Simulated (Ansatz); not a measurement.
**NiO: single-point calculation (part 3 of 3)**

NiO (Fm-3m, 4 atoms in the cell); DFT PBEsol+U, scalar-relativistic, plane waves, PAW, Ueff = 4 eV on Ni atom 1 d; Ueff = 4 eV on Ni atom 3 d, spin-polarised (Ansatz 0.2.0); cutoff 420 eV, 8×8×8 k-mesh, Gaussian smearing of 0.05 eV, collinear spins. The structure derives from an entry of the Crystallography Open Database. It belongs to a series of runs on one base structure; here: random orbitals: random, high filling.

Geometry of the input (Å; fractional positions):
```
0.0000  2.0913  2.0913
2.0913  0.0000  2.0913
4.1826  4.1826  0.0000
Ni 0.0000  0.0000  0.0000
O  0.5000  0.5000  0.2500
Ni -0.0000  0.0000  0.5000
O  0.5000  0.5000  0.7500
```

## Output, continued
```
  k-point 1 ↑: bands = ["-90.2509", "-88.2228", "-50.7816", "-50.7651", "-50.7651", "-48.8013", "-48.7856", "-48.7856", "-5.6732", "-4.3210", "5.8962", "7.5788", "7.5788", "9.5315", "9.5315", "9.5980", "10.4217", "10.4217", "11.3775", "11.5371", "11.5371", "11.6291", "12.2259", "12.2259", "16.0996", "16.2674", "16.2674", "19.6777", "24.4140", "28.2682", "28.2682", "30.6414"]
  k-point 2 ↑: bands = ["-90.2509", "-88.2227", "-50.7816", "-50.7651", "-50.7651", "-48.8014", "-48.7856", "-48.7856", "-5.5367", "-4.5077", "6.3165", "7.6367", "7.6367", "9.2397", "9.5563", "9.5563", "10.1955", "10.1955", "11.0014", "11.4216", "11.4216", "11.5415", "12.5574", "12.5574", "16.1677", "16.1677", "16.8432", "19.5672", "24.6771", "28.7386", "28.7386", "29.0956"]
  k-point 259 ↓: bands = ["-90.2492", "-88.2206", "-50.7876", "-50.7786", "-50.7709", "-48.8110", "-48.7982", "-48.7920", "-4.3361", "-4.1817", "6.7119", "6.9920", "7.4728", "7.6964", "8.6467", "9.5514", "9.7098", "10.0742", "10.8439", "10.9979", "11.5422", "11.7407", "11.9600", "12.4207", "16.0343", "16.0605", "21.6340", "21.8176", "23.8987", "24.0414", "25.7890", "25.8030"]
Occupation matrices written to [file]
--- Löwdin populations: 4 sites ---
  site symbol       q [e]    m [muB]
     0     Ni     16.8835     1.5626
     1      O      6.9962    -0.0000
     2     Ni     16.8835    -1.5626
     3      O      6.9962    -0.0000
  spilling = 0.005012 (of n_electrons = 48.000000)
--- Occupation matrices: 2 shells (run DFT+U table (all-electron-ortho-atomic); ε = 2.27e-3) ---
  Ni0 d_3D: site group Oh (m-3m); on the run's cell D3d (-3m)
  Ni0 d_3D up     Tr n = 4.9740  λ = 0.990 0.990 0.998 0.998 0.998  [2× z2 0.50 (Eg 1.00) Eg(1.00)/Eg(1.00) | 3× xy 0.33 (T2g 1.00) T2g(1.00)/Eg(0.67)]
  Ni0 d_3D dn     Tr n = 3.3785  λ = 0.196 0.196 0.996 0.996 0.996  [2× z2 0.50 (Eg 1.00) Eg(1.00)/Eg(1.00) | 3× xz 0.33 (T2g 1.00) T2g(1.00)/Eg(0.67)]
  specified occupation → Ni0 d_3D up: matrix, ‖Δ‖_F = 0.0561, Tr Δ = -0.1240, displaced = 0.0620, d_λ = 0.0561; orbital distance = 0.0000
  specified occupation → Ni0 d_3D dn: matrix, ‖Δ‖_F = 1.2243, Tr Δ = -0.4285, displaced = 0.9751, d_λ = 0.2526; orbital distance = 1.3744
  Ni2 d_3D: site group Oh (m-3m); on the run's cell D3d (-3m)
  Ni2 d_3D up     Tr n = 3.3785  λ = 0.196 0.196 0.996 0.996 0.996  [2× x2-y2 0.50 (Eg 1.00) Eg(1.00)/Eg(1.00) | 3× xz 0.33 (T2g 1.00) T2g(1.00)/Eg(0.67)]
  Ni2 d_3D dn     Tr n = 4.9740  λ = 0.990 0.990 0.998 0.998 0.998  [2× x2-y2 0.50 (Eg 1.00) Eg(1.00)/Eg(1.00) | 3× xz 0.33 (T2g 1.00) T2g(1.00)/Eg(0.67)]
  specified occupation → Ni2 d_3D up: matrix, ‖Δ‖_F = 0.9939, Tr Δ = -0.4285, displaced = 0.9430, d_λ = 0.2526; orbital distance = 1.1028
  specified occupation → Ni2 d_3D dn: matrix, ‖Δ‖_F = 0.0561, Tr Δ = -0.1240, displaced = 0.0620, d_λ = 0.0561; orbital distance = 0.0000
  Tr n, λ and their labels are of the run-group-symmetrised matrices; stabiliser: 24 of 48 elements of G0×{1,Θ} (closed), max defect 7.4e-5 at τ = 4.8e-4
```

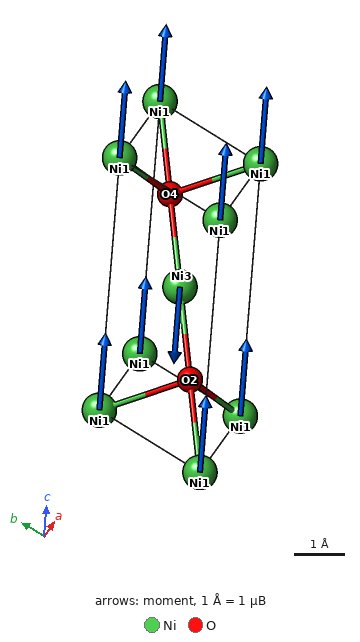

Fig. 1: Magnetic moments of the sites as blue arrows (ball-and-stick view of the reduced cell, seen at an oblique angle; atoms are numbered from 1 in the order of the input); small moments hardly show. The run is collinear, so the axis drawn is arbitrary. Site moments: Ni1 (1.58 μB); Ni3 (−1.58 μB). They are counted near the atoms and needn't add up to the moment of the cell.

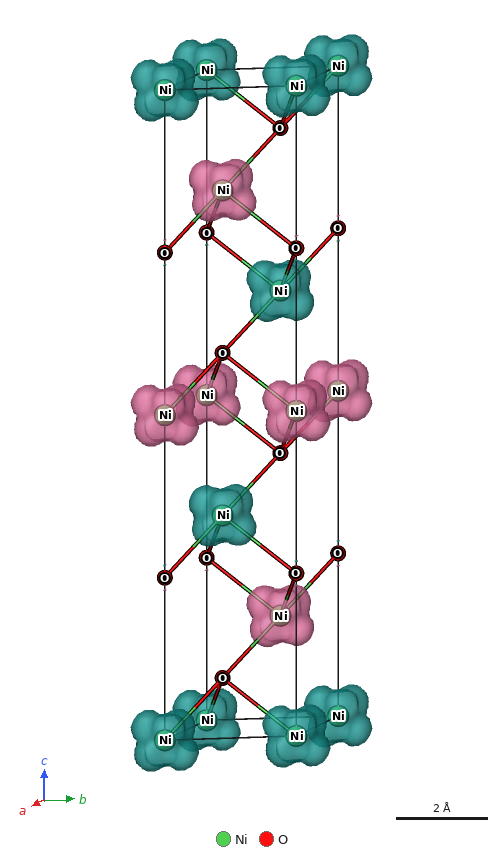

Fig. 2: Isosurfaces of the spin density (up minus down) at +0.2 (teal) and −0.2 e/Å³ (pink), seen slightly off an axis. Sticks mark near contacts. The outline is the cell set on symmetry axes of the magnetic structure. The cell of the calculation (4 atoms) carries 0.0 μB net. In a PAW calculation such maps are meaningful between the atoms, not at the nuclei.

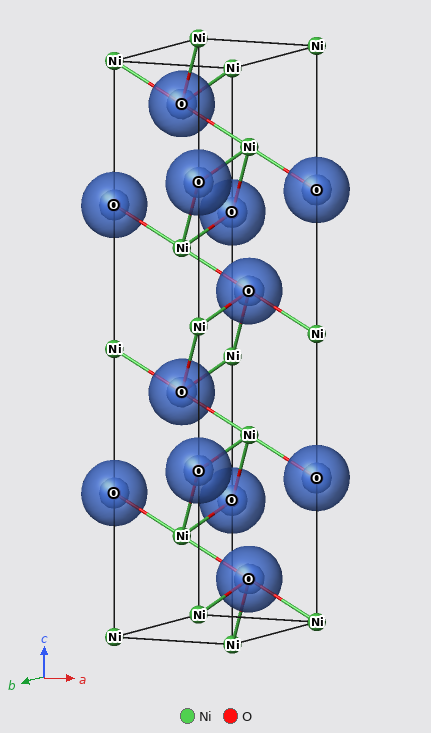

Fig. 3: Isosurface of the ELF at 0.7 (blue), seen at an oblique angle. Only the valence region is drawn (cores and ρ < 0.01 e/Å³ removed). Sticks mark near contacts. The outline is the cell set on symmetry axes of the magnetic structure. Profiles from the grid: Ni–O (2.09 Å): the ELF is about 0.15 at the midpoint.

## Key numbers

```csv
quantity,value
outcome,converged
space group (tolerance 0.01 Å),Fm-3m (225)
electrons treated,48
free energy,−12727.2940 eV
Fermi energy,14.173 eV
gap on the k-point mesh,2.50 eV
net moment of the cell,0.00 μB
integrated absolute moment,3.44 μB
pressure,−3.20 GPa
largest force (length of the vector),under 0.001 eV/Å
wall time,43 s (CPU time 82 s)
peak memory,0.87 GiB
```

## Remarks

The program warns: the typed occupations were not kept; the occupation matrices lower the symmetry.
